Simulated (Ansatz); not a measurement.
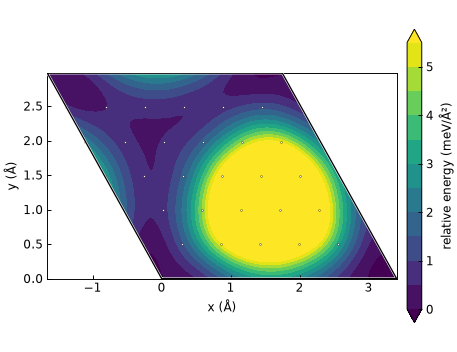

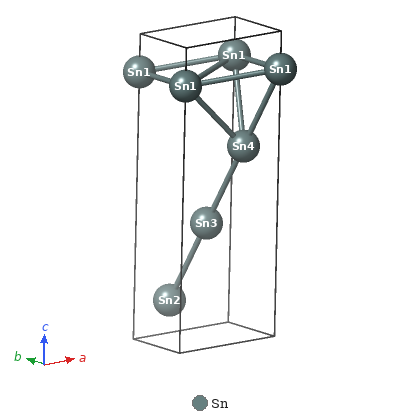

Energy landscape of Sn (Immm, No. 71; 4 atoms in the cell). The crystal above one (0 1 1) plane is slid rigidly over the crystal below it (one fault a cell, nothing relaxed). Places are given modulo a cell vector. The map is drawn in real space over the plane of the slide. The grid has 6 × 6 points; 21 points were computed and 15 follow by symmetry. All energies are given in meV/Å² relative to the lowest grid point. The reference cell is the one listed in the database, not relaxed at this level. Method: DFT LDA, scalar-relativistic, plane waves, PAW (Ansatz). Settings: cutoff 420 eV, k-mesh 16×16×4 in the order of the run's cell vectors, gaussian smearing 0.15 eV, no spin polarisation.

The picture shows filled contours, dots at the grid points, the outline of one cell of the plane, one colour for all values above the top of the scale. Between grid points the surface is interpolated. The second picture is the structure at the lowest point

Q: Where are the wells?

A: The lowest grid point is at (0/6, 0/6) of the cell vectors. The highest grid point, (4/6, 2/6) of the cell vectors, lies 12.6 meV/Å² above the lowest.
